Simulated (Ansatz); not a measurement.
# One crystal, many levels of theory: CuBiPbS3 (Aikinite)

Wanted: a ladder of band gaps for CuBiPbS3 (Aikinite), from density functionals to G0W0.

Calculated with Ansatz 0.2.0; density functionals, hybrids and G0W0, plane waves, PAW.

In doubt: one-shot GW on d or f shells is unsure (step 6), so the values of those runs are not to be relied on.

## Step 1: The structure

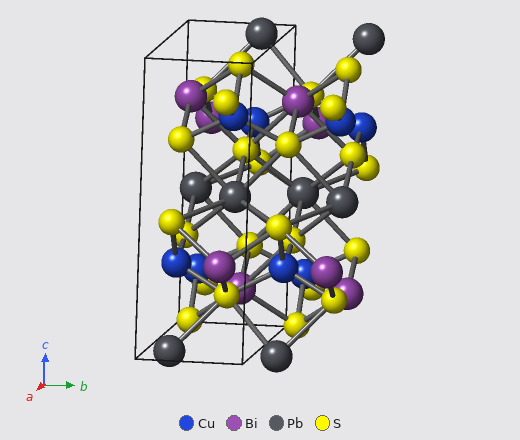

The starting structure, seen slightly off an axis (copper blue, bismuth purple, lead dark grey, sulfur yellow). 1×2×1 cells are drawn.

The cell and positions come from the Crystallography Open Database and are kept as given unless a step says otherwise. Spin-orbit coupling is left out unless a step names it. The default PAW set here is soft_2. Its files were made with PBE.

## Step 2: r2SCAN on the 2×6×2 mesh

Levels along a band path and on the mesh show where this functional puts the band edges.

This step: DFT, r2SCAN, plane waves, PAW.

input.yaml

```yaml
crystal:
  lattice:
    - [11.638, 0.0, 0.0]
    - [0.0, 4.039, 0.0]
    - [0.0, 0.0, 11.319]
  atoms:
    - { symbol: Cu, position: [0.2338, 0.25, 0.2085] }
    - { symbol: Cu, position: [0.2662, 0.75, 0.7085] }
    - { symbol: Cu, position: [0.7338, 0.25, 0.2915] }
    - { symbol: Cu, position: [0.7662, 0.75, 0.7915] }
    - { symbol: Bi, position: [0.0189, 0.25, 0.6827] }
    - { symbol: Bi, position: [0.4811, 0.75, 0.1827] }
    - { symbol: Bi, position: [0.5189, 0.25, 0.8173] }
    - { symbol: Bi, position: [0.9811, 0.75, 0.3173] }
    - { symbol: Pb, position: [0.8329, 0.25, 0.0105] }
    - { symbol: Pb, position: [0.6671, 0.75, 0.5105] }
    - { symbol: Pb, position: [0.3329, 0.25, 0.4895] }
    - { symbol: Pb, position: [0.1671, 0.75, 0.9895] }
    - { symbol: S, position: [0.716, 0.25, 0.6986] }
    - { symbol: S, position: [0.784, 0.75, 0.1986] }
    - { symbol: S, position: [0.216, 0.25, 0.8014] }
    - { symbol: S, position: [0.284, 0.75, 0.3014] }
    - { symbol: S, position: [0.0467, 0.25, 0.14] }
    - { symbol: S, position: [0.4533, 0.75, 0.64] }
    - { symbol: S, position: [0.5467, 0.25, 0.36] }
    - { symbol: S, position: [0.9533, 0.75, 0.86] }
    - { symbol: S, position: [0.3775, 0.25, 0.0559] }
    - { symbol: S, position: [0.1225, 0.75, 0.5559] }
    - { symbol: S, position: [0.8775, 0.25, 0.4441] }
    - { symbol: S, position: [0.6225, 0.75, 0.9441] }
kpoints:
  mp_grid: { grid: [2, 6, 2] }
  band_path:
    path:
      - [[0.0, 0.0, 0.0], [0.5, 0.0, 0.0], [0.5, 0.5, 0.0], [0.0, 0.5, 0.0], [0.0, 0.0, 0.0], [0.0, 0.0, 0.5], [0.5, 0.0, 0.5], [0.5, 0.5, 0.5], [0.0, 0.5, 0.5], [0.0, 0.0, 0.5]]
      - [[0.5, 0.0, 0.0], [0.5, 0.0, 0.5]]
      - [[0.0, 0.5, 0.0], [0.0, 0.5, 0.5]]
      - [[0.5, 0.5, 0.0], [0.5, 0.5, 0.5]]
    npoints: 10
hamiltonian:
  xc: r2scan
scf:
  occupations: { method: fermi_dirac, width: 0.02 }
  n_extra_bands: 12
output:
  eigenvalues: true
```

Command:

```
$ ansatz run input.yaml --threads 16 --pin off --max-ram 82944MiB --backend cuda --events-out ev --progress --plain --runs-dir out --devices 1 --max-vram 78GiB
```

Numbers of over 12 decimals in the logs are rounded to 6 here.

The program printed:

```text
scf.n_extra_bands = 12 over 132 filled bands (N_el = 264.0): the run solves 144 bands
GPUs: using 1 of 1 available (devices: 1).
Engine: ansatz 0.2.0, aarch64-unknown-linux-gnu
Pseudopotentials: kind: paw
Pseudopotential: Cu, paw, valence charge 19, recommended cutoff 500 eV (meta_gga), Cu.paw.azcp
Pseudopotential: Bi, paw, valence charge 15, recommended cutoff 500 eV (meta_gga), Bi.paw.azcp
Pseudopotential: Pb, paw, valence charge 14, recommended cutoff 500 eV (meta_gga), Pb.paw.azcp
Pseudopotential: S, paw, valence charge 6, recommended cutoff 500 eV (meta_gga), S.paw.azcp
Functional definition: r2SCAN
  parameter k0 = 0.174
  parameter k1 = 0.065
  parameter a1 = 4.9479
  exchange = r2scan_x(k0 = k0, k1 = k1, a1 = a1)
  correlation = r2scan_c
[...]
Crystal: 24 atoms, lattice volume = 532.060 Å³
Basis set: ecut = 500 eV, 13537 PW (Γ), exchange–correlation on 360×120×360 points (64 copies of the dense FFT grid, shifted against one another)
Bands: 144, of which v1, the nominal top of the filled ones, is band 132 counted from 1 (131 counted from 0)
Symmetry: 8 space group operations
Space group: Pnma (ITA 62), of the structure as read, at distance tolerance 8.1e-5 Å
k-points: 16 of 24
Non-local potential: Cu, projectors of the file, l = 0: 3, l = 1: 2, l = 2: 3, l = 3: 1
Non-local potential: Bi, projectors of the file, l = 0: 2, l = 1: 2, l = 2: 2, l = 3: 2
Non-local potential: Pb, projectors of the file, l = 0: 2, l = 1: 2, l = 2: 2, l = 3: 2
Non-local potential: S, projectors of the file, l = 0: 2, l = 1: 2, l = 2: 2
PAW form: soft (Blöchl's): semilocal exchange-correlation on the pseudo side does not see the compensation charge
PAW frozen core: Cu, regenerated for the run's functional (the file was generated under x = pbe(κ = 0.804, μ = 0.219515), c = pbe(β = 0.066725))
PAW frozen core: Bi, regenerated for the run's functional (the file was generated under x = pbe(κ = 0.804, μ = 0.219515), c = pbe(β = 0.066725))
PAW frozen core: Pb, regenerated for the run's functional (the file was generated under x = pbe(κ = 0.804, μ = 0.219515), c = pbe(β = 0.066725))
PAW frozen core: S, regenerated for the run's functional (the file was generated under x = pbe(κ = 0.804, μ = 0.219515), c = pbe(β = 0.066725))
PAW one-centre angular grid: Cu, 590 points (default); XC on 160 Gauss nodes
PAW one-centre angular grid: Bi, 590 points (default); XC on 160 Gauss nodes
PAW one-centre angular grid: Pb, 590 points (default); XC on 160 Gauss nodes
[...]
Initial density: superposition of atomic densities (neutral atoms: chi_scale 0, normalization atom), corrected by the library's trained network
Initial wavefunctions: pseudopotential atomic-orbital guess
[...]
Functional: x = r2scan, c = r2scan; τ floored in thin density (d = 2e-4 eV/Å³)
SCF iter   1: F=—  HF=-134733.304661 eV  |F-HF|=—  |Δ(HF+E_count)|=         —  Δρ=1.97e-2  dr2=1.41e0  dr2_τ=6.61e-2  ethr=1.77e-3  ⟨swp⟩=6.3  Hψ=9272  notcnv=0  defer=5
preconditioner: auto → Resta (q_TF=auto, 2.428 Å⁻¹)  ε∞=4.6  [insulator: Δε(μ)=1.191 eV  Ē_g=12.876 eV  σ=0.020 eV  W_gap=1.00  n_scr=134 (ndim 8)  ℏωp=24.5 eV  f_vac=0.016  D(μ)=0.00/eV (n_scr^D=0)  ε∞_Penn≈4.6]
SCF iter   2: F=—  HF=-134733.501271 eV  |F-HF|=—  |Δ(HF+E_count)|=   1.97e-1  Δρ=1.79e-2  dr2=1.09e0  dr2_τ=9.83e-3  ethr=5.33e-4  ⟨swp⟩=2.0  Hψ=5024  notcnv=0  defer=96
SCF iter   3: F=—  HF=-134733.257889 eV  |F-HF|=—  |Δ(HF+E_count)|=   2.43e-1  Δρ=5.48e-3  dr2=1.25e-1  dr2_τ=1.00e-3  ethr=4.12e-4  ⟨swp⟩=2.1  Hψ=4544  notcnv=0  defer=96
SCF iter   4: F=—  HF=-134733.243459 eV  |F-HF|=—  |Δ(HF+E_count)|=   1.44e-2  Δρ=1.44e-3  dr2=7.51e-3  dr2_τ=1.94e-4  ethr=4.74e-5  ⟨swp⟩=2.0  Hψ=3270  notcnv=0  defer=104
SCF iter   5: F=—  HF=-134733.244764 eV  |F-HF|=—  |Δ(HF+E_count)|=   1.30e-3  Δρ=7.42e-4  dr2=2.11e-3  dr2_τ=2.21e-5  ethr=2.84e-6  ⟨swp⟩=2.0  Hψ=2581  notcnv=0  defer=104
SCF iter   6: F=—  HF=-134733.245587 eV  |F-HF|=—  |Δ(HF+E_count)|=   8.23e-4  Δρ=1.57e-4  dr2=1.13e-4  dr2_τ=3.33e-6  ethr=7.98e-7  ⟨swp⟩=2.0  Hψ=3159  notcnv=0  defer=104
[...]
SCF 1 converged in 9 iterations: F = -134733.244616 eV  dr2 = 6.86e-8
[...]
SCF converged after 9 iterations
[...]
k-point 1: bands = ["-106.0799", "-106.0799", "-106.0799", "-106.0799", "-61.9434", "-61.9434", "-61.9434", "-61.9434", "-61.9371", "-61.9371", "-61.9371", "-61.9371", "-61.9225", "-61.9225", "-61.9225", "-61.9225", "-14.9653", "-14.9653", "-14.9635", "-14.9635", "-14.9476", "-14.9476", "-14.9459", "-14.9459", "-14.9426", "-14.9426", "-14.9401", "-14.9401", "-14.9194", "-14.9194", "-14.9187", "-14.9187", "-14.9177" [...]
  k-point 2: bands = ["-106.0799", "-106.0799", "-106.0799", "-106.0799", "-61.9434", "-61.9434", "-61.9434", "-61.9434", "-61.9371", "-61.9371", "-61.9371", "-61.9371", "-61.9225", "-61.9225", "-61.9225", "-61.9225", "-14.9584", "-14.9581", "-14.9553", "-14.9550", "-14.9516", "-14.9516", "-14.9515", "-14.9515", "-14.9417", "-14.9415", "-14.9397", "-14.9393", "-14.9212", "-14.9211", "-14.9205", "-14.9205", "-14.9186" [...]
  k-point 15: bands = ["-106.0799", "-106.0799", "-106.0799", "-106.0799", "-61.9434", "-61.9434", "-61.9434", "-61.9434", "-61.9372", "-61.9372", "-61.9372", "-61.9372", "-61.9225", "-61.9225", "-61.9225", "-61.9225", "-14.9729", "-14.9729", "-14.9729", "-14.9729", "-14.9389", "-14.9389", "-14.9389", "-14.9389", "-14.9281", "-14.9281", "-14.9281", "-14.9281", "-14.9255", "-14.9255", "-14.9255", "-14.9255", "-14.9164 [...]
```

Wall time 5.9 s (1 × NVIDIA GB200 (shared by 2 runs) with 16 threads of Arm Neoverse V2, shared host); peak memory 1.9 GiB; 53 s of CPU time.

In the SCF lines HF is the Harris–Foulkes energy and dr2 the Hartree energy of the density residual, in eV; the loop may stop once dr2 is under the threshold and the program's other checks hold. Hψ counts applications of the Hamiltonian.

Numbers from this step:

| Property | Result |
| --- | --- |
| filled bands | 132 |
| gap | 0.8559 eV |
| valence top at | k = (0.000, 0.000, 0.450) |
| conduction bottom at | k = (0.000, 0.250, 0.000) |
| least direct gap | 0.9050 eV |

Over mesh and path the gap is 0.856 eV, from k = (0.000, 0.000, 0.450) to k = (0.000, 0.250, 0.000). The least direct gap found is 0.905 eV, at k = (0.000, 0.000, 0.350). On the 2×6×2 mesh alone the same run gives 0.962 eV, so that mesh misses an edge of r2SCAN: 0.962 − 0.856 = +0.106 eV.

## Step 3: r2SCAN+SOC on the 2×6×2 mesh

This run has two-component orbitals with spin-orbit coupling.

This step: DFT, r2SCAN with spin-orbit coupling, plane waves, PAW.

input.yaml: that of step 2 with these lines changed.

```diff
@@ -34,7 +34,14 @@
     path:
-      - [[0.0, 0.0, 0.0], [0.5, 0.0, 0.0], [0.5, 0.5, 0.0], [0.0, 0.5, 0.0], [0.0, 0.0, 0.0], [0.0, 0.0, 0.5], [0.5, 0.0, 0.5], [0.5, 0.5, 0.5], [0.0, 0.5, 0.5], [0.0, 0.0, 0.5]]
-      - [[0.5, 0.0, 0.0], [0.5, 0.0, 0.5]]
-      - [[0.0, 0.5, 0.0], [0.0, 0.5, 0.5]]
-      - [[0.5, 0.5, 0.0], [0.5, 0.5, 0.5]]
-    npoints: 10
+      - [0.0, 0.0, 0.0]
+      - [0.5, 0.0, 0.0]
+      - [0.5, 0.5, 0.0]
+      - [0.0, 0.5, 0.0]
+      - [0.0, 0.0, 0.5]
+      - [0.5, 0.0, 0.5]
+      - [0.5, 0.5, 0.5]
+      - [0.0, 0.5, 0.5]
+      - [0.0, 0.0, 0.45]
+      - [0.0, 0.25, 0.0]
+      - [0.0, 0.0, 0.35]
+    npoints: 1
 hamiltonian:
@@ -43,3 +50,6 @@
   occupations: { method: fermi_dirac, width: 0.02 }
-  n_extra_bands: 12
+  n_extra_bands: 24
+magnetization:
+  noncollinear: true
+  spin_orbit: true
 output:
```

The program printed:

```text
[...]
GPUs: using 1 of 1 available (devices: 1).
[...]
non-collinear run that drives no moment, with spin-orbit: no starting moment large enough to seed its density (crystal.atoms[].spin), no starting occupations that ask for one, no magnetisation constraint and no magnetic field, so the semilocal B_xc is pinned to zero
[...]
Crystal: 24 atoms, lattice volume = 532.060 Å³
Basis set: ecut = 500 eV, 13537 PW (Γ), exchange–correlation on 360×120×360 points (64 copies of the dense FFT grid, shifted against one another)
Bands: 288, of which v1, the nominal top of the filled ones, is band 264 counted from 1 (263 counted from 0)
Symmetry: 8 space group operations + 8 with time reversal
[...]
k-points: 16 of 24
Projection manifold: j_resolved (fully-relativistic pseudo-atomic orbitals)
[...]
SCF iter   1: F=—  HF=-134456.129989 eV  |F-HF|=—  |Δ(HF+E_count)|=         —  Δρ=4.29e-2  dr2=1.85e1  dr2_τ=5.75e-2  dr2_m=0.00e0 (ungated)  ethr=3.10e-3  |M|=0.00e0 ∫|m|=0.00e0 μB  |m|>n=0.0e0 m-floor=0.0e0 τ_xc=0.0e0  β_m=0.30  ⟨swp⟩=6.9  Hψ=11098  notcnv=0  defer=10
[...]
spin=Noncollinear: Resta preconditioning applied to the charge; magnetization (m_x, m_y, m_z) channels mix plain (no charge-response kernel on spin).
[...]
SCF 1 converged in 11 iterations: F = -134452.696002 eV  dr2 = 6.45e-8
[...]
SCF converged after 11 iterations
[...]
```

Elapsed: 9 s, on 1 × NVIDIA GB200 (shared by 2 runs) with 16 threads; peak memory 3.7 GiB.

This step gave:

* gap: 0.5422 eV
* valence top at: k = (0.000, 0.000, 0.450)
* conduction bottom at: k = (0.000, 0.000, 0.350)
* least direct gap: 0.5511 eV

Over mesh and listed points the gap is 0.542 eV, from k = (0.000, 0.000, 0.450) to k = (0.000, 0.000, 0.350). The least direct gap found is 0.551 eV, at k = (0.000, 0.000, 0.350). r2SCAN+SOC against r2SCAN: 0.542 − 0.856 = −0.314 eV. Mesh, set of files and cutoff are the same, but the conduction bottom lies at another k point, so this need not be the shift of one pair of states. The spin-orbit run sees mesh and listed points alone, so its gap is an upper bound: the coupling can move an edge off these points, and the change over the zone, its sign included where it is small, is not known.

## Step 4: HSE06 on the 2×4×2 mesh

HSE06 mixes in a quarter of exact exchange at short range.

This step: DFT, HSE06, plane waves, PAW.

input.yaml: that of step 3 with these lines changed.

```diff
@@ -31,3 +31,3 @@
 kpoints:
-  mp_grid: { grid: [2, 6, 2] }
+  mp_grid: { grid: [2, 4, 2] }
   band_path:
@@ -47,9 +47,6 @@
 hamiltonian:
-  xc: r2scan
+  xc: hse06
 scf:
-  occupations: { method: fermi_dirac, width: 0.02 }
-  n_extra_bands: 24
-magnetization:
-  noncollinear: true
-  spin_orbit: true
+  occupations: { method: fixed }
+  n_extra_bands: 12
 output:
```

The program printed:

```text
[...]
GPUs: using 1 of 1 available (devices: 1).
[...]
davidson cushion auto → on  (no smearing: the cushion is to keep the highest requested band from converging to the state above it; pin scf.eigensolver.cushion to override)
[...]
Crystal: 24 atoms, lattice volume = 532.060 Å³
Basis set: ecut = 420 eV, 10407 PW (Γ)
Bands: 144, of which v1, the nominal top of the filled ones, is band 132 counted from 1 (131 counted from 0)
Symmetry: 8 space group operations
[...]
k-points: 12 of 16
[...]
SCF iter   6: F=-134545.900968 eV  HF=-134545.900955 eV  |F-HF|=1.28e-5  |Δ(HF+E_count)|=   1.27e-5  Δρ=7.31e-5  dr2=2.21e-5  ethr=1.77e-7  ⟨swp⟩=3.4  Hψ=3970  notcnv=0
SCF 1 stopped early in 6 iterations: F = -134545.900968 eV  dr2 = 2.21e-5
[...]
hybrid outer 1: dexx = +1.563e-1 eV, tail = 7.58e-4 eV
[...]
SCF 3 converged in 6 iterations: F = -134578.142286 eV  dr2 = 4.81e-8
[...]
hybrid outer 2: dexx = +2.793e-5 eV, tail = 5.14e-7 eV, Δε = 4.89e-3 eV (about 1.72e-4 eV left of the loop's levels)
[...]
```

Run time: 58 s. Hardware: 1 × NVIDIA GB200 (shared by 2 runs) with 16 threads; peak memory 4.1 GiB; 9.8 min of CPU time.

This step gave:

| Item | Value |
| --- | --- |
| gap | 1.434 eV |
| valence top at | k = (0.000, 0.000, 0.450) |
| conduction bottom at | k = (0.000, 0.250, 0.000) |
| least direct gap | 1.449 eV |
| exact-exchange fraction | 0.25 |

Over mesh and listed points the gap is 1.434 eV, from k = (0.000, 0.000, 0.450) to k = (0.000, 0.250, 0.000). The least direct gap found is 1.449 eV, at k = (0.000, 0.000, 0.350). On the 2×4×2 mesh alone the same run gives 1.436 eV, so that mesh misses an edge of HSE06: 1.436 − 1.434 = +0.002 eV. HSE06 against r2SCAN: 1.434 − 0.856 = +0.578 eV. The runs also differ in mesh (2×6×2 and 2×4×2) and plane-wave cutoff (500 eV and 420 eV), so how much of this comes from the functional alone is not known.

## Step 5: HSE06+SOC on the 2×4×2 mesh

This step: DFT, HSE06 with spin-orbit coupling, plane waves, PAW.

input.yaml: that of step 4 with these lines changed.

```diff
@@ -49,4 +49,7 @@
 scf:
-  occupations: { method: fixed }
-  n_extra_bands: 12
+  occupations: { method: fermi_dirac, width: 0.02 }
+  n_extra_bands: 24
+magnetization:
+  noncollinear: true
+  spin_orbit: true
 output:
```

The program printed:

```text
[...]
GPUs: using 1 of 1 available (devices: 1).
[...]
Crystal: 24 atoms, lattice volume = 532.060 Å³
Basis set: ecut = 420 eV, 10407 PW (Γ)
Bands: 288, of which v1, the nominal top of the filled ones, is band 264 counted from 1 (263 counted from 0)
Symmetry: 8 space group operations + 8 with time reversal
[...]
k-points: 12 of 16
Projection manifold: j_resolved (fully-relativistic pseudo-atomic orbitals)
[...]
SCF iter   2: F=—  HF=-134868.221387 eV  |F-HF|=—  |Δ(HF+E_count)|=    2.06e0  Δρ=4.20e-2  dr2=6.26e0  dr2_m=0.00e0 (ungated)  ethr=6.00e-3  |M|=0.00e0 ∫|m|=0.00e0 μB  |m|>n=0.0e0 m-floor=0.0e0 τ_xc=0.0e0  β_m=0.28  ⟨swp⟩=4.8  Hψ=9883  notcnv=0
[...]
hybrid outer 1: dexx = +1.617e-1 eV, tail = 7.11e-4 eV
[...]
SCF 3 converged in 6 iterations: F = -134667.422216 eV  dr2 = 1.46e-8
[...]
```

The job ended after 4 min (1 × NVIDIA GB200 (shared by 2 runs) with 16 threads; peak memory 13 GiB; 39 min of CPU time).

This step gave:

- gap: 1.013 eV
- valence top at: k = (0.000, 0.000, 0.450)
- conduction bottom at: k = (0.000, 0.000, 0.350)
- least direct gap: 1.024 eV
- exact-exchange fraction: 0.25

Over mesh and listed points the gap is 1.013 eV, from k = (0.000, 0.000, 0.450) to k = (0.000, 0.000, 0.350). The least direct gap found is 1.024 eV, at k = (0.000, 0.000, 0.350). On the 2×4×2 mesh alone the same run gives 1.098 eV, so that mesh misses an edge of HSE06+SOC: 1.098 − 1.013 = +0.085 eV. HSE06+SOC against HSE06: 1.013 − 1.434 = −0.421 eV. Mesh, set of files and cutoff are the same, but the conduction bottom lies at another k point, so this need not be the shift of one pair of states. The spin-orbit run sees mesh and listed points alone, so its gap is an upper bound: the coupling can move an edge off these points, and the change over the zone, its sign included where it is small, is not known.

## Step 6: G0W0@r2SCAN, 2×4×2 mesh, 2917 empty bands, screening to 180 eV, hard PAW files

G0W0 replaces the xc potential by a self-energy built once from the orbitals of the start. Levels are corrected in the window of bands that the input names, at points of the mesh.

This step: G0W0 on r2SCAN, plane waves, PAW.

input.yaml: that of step 5 with these lines changed.

```diff
@@ -32,25 +32,12 @@
   mp_grid: { grid: [2, 4, 2] }
-  band_path:
-    path:
-      - [0.0, 0.0, 0.0]
-      - [0.5, 0.0, 0.0]
-      - [0.5, 0.5, 0.0]
-      - [0.0, 0.5, 0.0]
-      - [0.0, 0.0, 0.5]
-      - [0.5, 0.0, 0.5]
-      - [0.5, 0.5, 0.5]
-      - [0.0, 0.5, 0.5]
-      - [0.0, 0.0, 0.45]
-      - [0.0, 0.25, 0.0]
-      - [0.0, 0.0, 0.35]
-    npoints: 1
 hamiltonian:
-  xc: hse06
+  xc: r2scan
+  pseudopotentials: { kind: paw, source: ansatz }
 scf:
-  occupations: { method: fermi_dirac, width: 0.02 }
-  n_extra_bands: 24
-magnetization:
-  noncollinear: true
-  spin_orbit: true
-output:
-  eigenvalues: true
+  occupations: { method: fixed }
+gw:
+  n_empty_bands: 2917
+  ecut_chi: 180.0
+  qp_bands: [v4, c4]
+  qp_kpoints: band_edges
+  screening: { model: contour_deformation }
```

The program printed:

```text
GPUs: using 1 of 1 available (devices: 1).
[...]
Crystal: 24 atoms, lattice volume = 532.060 Å³
Basis set: ecut = 700 eV, 22375 PW (Γ), exchange–correlation on 480×160×480 points (64 copies of the dense FFT grid, shifted against one another)
Bands: 197, of which v1, the nominal top of the filled ones, is band 164 counted from 1 (163 counted from 0)
Symmetry: 8 space group operations
[...]
k-points: 12 of 16
[...]
5   167     11.9224   -10.4177    -3.3251   -13.6991  0.7768    11.8787    11.8787  root
     5   168     11.9224   -10.4177    -3.3251   -13.6991  0.7768    11.8787    11.8787  root
[...]
11   165     11.9803   -10.1184    -3.4974   -13.5361  0.7755    11.9006    11.9005  root
    11   166     11.9803   -10.1184    -3.4974   -13.5361  0.7755    11.9006    11.9005  root
    11   167     11.9803   -10.1184    -3.4974   -13.5361  0.7755    11.9006    11.9005  root
    11   168     11.9803   -10.1184    -3.4974   -13.5361  0.7755    11.9006    11.9005  root
[key lines of the parts left out:]
SCF converged after 12 iterations
```

The job ended after 8.4 min (1 × NVIDIA GB200 (shared by 2 runs) with 16 threads; peak memory 35 GiB; 20 min of CPU time).

This step gave:

```
bands summed                                    : 3081
RPA ε∞ on this mesh (eigenvalues)               : 12.03, 13.11, 13.41
plane waves in the screening matrix             : 2953
G0W0 gap over the corrected points              : 0.8560 eV
k of the valence top                            : 0, 0, -0.5
k of the conduction bottom                      : 0, 0.25, 0
starting gap on the mesh                        : 0.8598 eV
Z at the valence top                            : 0.7054
Z at the conduction bottom                      : 0.7837
least direct G0W0 gap over the corrected points : 0.9383 eV
```

Over all 12 irreducible mesh points the G0W0 gap is 0.856 eV, from k = (0.000, 0.000, -0.500) to k = (0.000, 0.250, 0.000). The r2SCAN gap of this run on the mesh is 0.860 eV. The two states that bound the G0W0 gap lie that far apart at the start, so the correction of the gap is 0.856 − 0.860 = −0.004 eV. The program's warnings for this run: eigensolver not converged.

(Part 1 of 2 ends here.)

[Paths, hosts, dates, memory and timing lines, banners, echoed tables and standing remarks are left out of the program output.]

[Logs are printed without paths, hosts, clocks, repeated set-up lines and the standing remarks that a program may print on its own settings, such as how far it seeks lower states.]

[Runs of the session that timed out or met a known fault of the program may be left out.]

[Cells called generated may have been cut or substituted from an entry of the Crystallography Open Database or the Materials Project.]

[Hosts, paths, dates, database ids (printed as entryN), source tags and the programs' standing remarks are cut or masked in the printed files.]

[Where an RPA ε∞ is given, it is that of the G0W0 mesh and is not shown converged in it. Names of k-points follow the symmetry that the program found, which can be lower than the space group named. Band edges on a path are those of the sampled points; other points can move an edge, and change direct to indirect where valleys lie close.]

[Hybrid gaps are those of their k-mesh and are not shown converged in it.]
